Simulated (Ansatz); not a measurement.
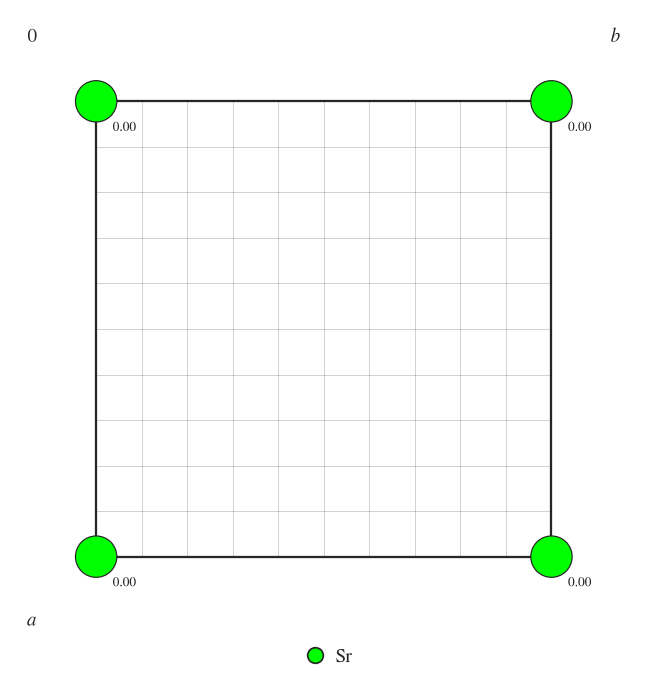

Plan of a unit cell projected along c (a down the page, b across); the numbers are heights as fractions of c, and atoms on the cell's edges are repeated. The grid marks tenths of a and b. Source: the geometry relaxed with DFT r2SCAN, scalar-relativistic, plane waves, PAW (Ansatz 0.2.0); the starting structure was generated, so it need not be a known form of this composition. The drawing is computed from the coordinates (standard cell, symmetry found to 0.002 Å).

a = 3.794 Å, b = 3.794 Å, c = 3.794 Å, α = 90.00°, β = 90.00°, γ = 90.00°.

### What does the cell contain?

1 Sr: Sr, Z = 1.

### Which space group?

Pm-3m (No. 221), primitive cubic.

### Give the independent sites, coordinates to two places.

```
atom  site  symmetry     x     y     z
  Sr    1a      m-3m  0.00  0.00  0.00
```
